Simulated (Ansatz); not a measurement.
**In₁₅P₁₆ (cell with a defect): density, localisation and related maps**

The calculation's input:

```
crystal:
  lattice:
    - [-5.9597880289, 5.9597880289, 5.9597880289]
    - [5.9597880289, -5.9597880289, 5.9597880289]
    - [5.9597880289, 5.9597880289, -5.9597880289]
  atoms:
    - { symbol: In, position: [0.5, 0.7460435631, 0.7515781038] }
    - { symbol: In, position: [0.5, 0.0, 0.5] }
    - { symbol: In, position: [0.7460435631, 0.2515781038, 0.0] }
    - { symbol: In, position: [0.5, 0.2515781038, 0.2460435631] }
    - { symbol: In, position: [0.7460435631, 0.5, 0.7515781038] }
    - { symbol: In, position: [0.7484218962, 0.7484218962, 0.4944654593] }
    - { symbol: In, position: [0.0, 0.0, 0.0] }
    - { symbol: In, position: [0.7484218962, -0.0055345407, 0.2484218962] }
    - { symbol: In, position: [0.0055345407, 0.2539564369, 0.7539564369] }
    - { symbol: In, position: [0.0, 0.5, 0.5] }
    - { symbol: In, position: [0.2515781038, 0.7460435631, 0.0] }
    - { symbol: In, position: [-0.0055345407, 0.7484218962, 0.2484218962] }
    - { symbol: In, position: [0.2539564369, 0.0055345407, 0.7539564369] }
    - { symbol: In, position: [0.2539564369, 0.2539564369, 0.5055345407] }
    - { symbol: In, position: [0.2515781038, 0.5, 0.2460435631] }
    - { symbol: P, position: [0.2599693459, 0.5, 0.0], spin: 0.75 }
    - { symbol: P, position: [0.2509367629, 0.7510602404, 0.7509367629] }
    - { symbol: P, position: [0.2489397596, -0.0001234774, 0.4998765226] }
    - { symbol: P, position: [0.5, 0.2599693459, 0.0], spin: 0.75 }
    - { symbol: P, position: [0.2509367629, 0.2509367629, 0.2510602404] }
    - { symbol: P, position: [0.5, 0.5, 0.7599693459], spin: 0.75 }
    - { symbol: P, position: [0.5, 0.7490632371, 0.5001234774] }
    - { symbol: P, position: [0.7490632371, 0.0001234774, 0.0] }
    - { symbol: P, position: [0.5, 0.0001234774, 0.2490632371] }
    - { symbol: P, position: [0.7510602404, 0.2509367629, 0.7509367629] }
    - { symbol: P, position: [0.7490632371, 0.5, 0.5001234774] }
    - { symbol: P, position: [0.0001234774, 0.7490632371, 0.0] }
    - { symbol: P, position: [0.7400306541, 0.7400306541, 0.2400306541], spin: 0.75 }
    - { symbol: P, position: [-0.0001234774, -0.0001234774, 0.7489397596] }
    - { symbol: P, position: [-0.0001234774, 0.2489397596, 0.4998765226] }
    - { symbol: P, position: [0.0001234774, 0.5, 0.2490632371] }
  host:
    lattice:
      - [0.0, 2.9798940145, 2.9798940145]
      - [2.9798940145, 0.0, 2.9798940145]
      - [2.9798940145, 2.9798940145, 0.0]
    atoms:
      - { symbol: In, position: [0.0, 0.0, 0.0] }
      - { symbol: P, position: [0.25, 0.25, 0.25] }
basis:
  ecutwfc: 420
  xc_grid: 2
kpoints:
  mp_grid: { grid: [2, 2, 2], shift: [0.5, 0.5, 0.5] }
hamiltonian:
  xc: pbe
scf:
  occupations: { method: gaussian, width: 0.02 }
output:
  forces: true
  stress: false
  eigenvalues: true
  populations: true
  charged_corrections:
    defect_position: [0.5, 0.5, 0.0]
    epsilon: [[15.0794, 0.0, 0.0], [0.0, 15.0794, 0.0], [0.0, 0.0, 15.0794]]
  write_density: true
  write_potential: true
  elf: true
  volumetric_format: npy
magnetization:
  spin_polarized: true
relax:
  adjacent_minimum: "off"
  f_tol: 0.025
  max_steps: 45
```

Run with:

```sh
ansatz run input.yaml --threads 4 --pin off --max-ram 6144MiB --backend cpu --events-out ev --progress --plain --runs-dir out
```

The fields are those of the relaxed geometry.

Spin-polarised.

Theory: DFT PBE, scalar-relativistic, plane waves, PAW in Ansatz.

Core electrons are frozen (PAW), and the valence fields are smoothed inside the atomic spheres.

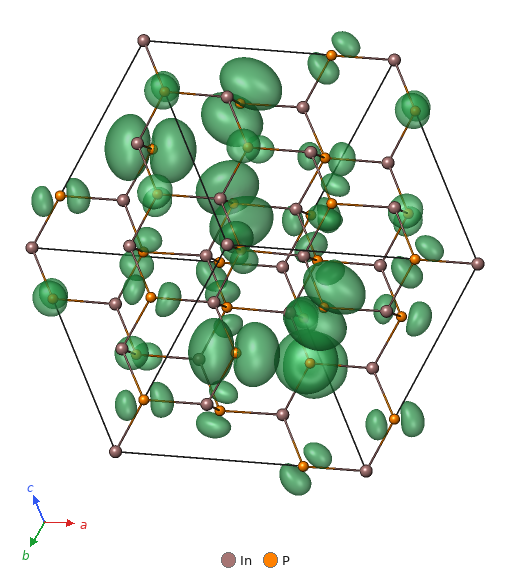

Figure 1. Isosurface of the spin density at +0.008 e/Å³ (green), seen at an oblique angle. Sticks mark near contacts.

> Where is the spin, and how is it ordered?

The spin density sits on P: +0.3 μB (×4) in one cell of 31 atoms: parallel main moments (a ferromagnetic arrangement) in this solution. The cell of the calculation (31 atoms) carries 3.0 μB of net spin moment.

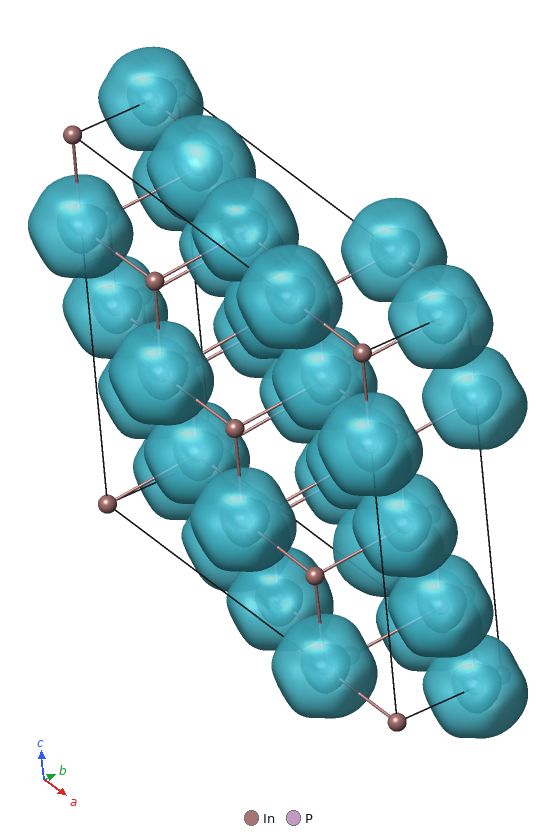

Figure 2. Isosurface of the ELF at 0.65 (cyan), seen slightly off an axis. Core shells and regions of very low density are left out. Sticks mark near contacts.

> Identify the bonds, lone pairs and shells in this picture.

The ELF exceeds this value in twelve regions on P in which the atom's valence shell and bonds are merged and four regions wrapped around P (the valence shell of each), counted in one cell of 31 atoms. Any copies at cell faces, edges or corners count once. Profiles from the grid: In–P (2.58 Å): the ELF peaks at about 0.90 in the valence shell of P, 0.9 Å from its nucleus, and is about 0.55 at the midpoint.
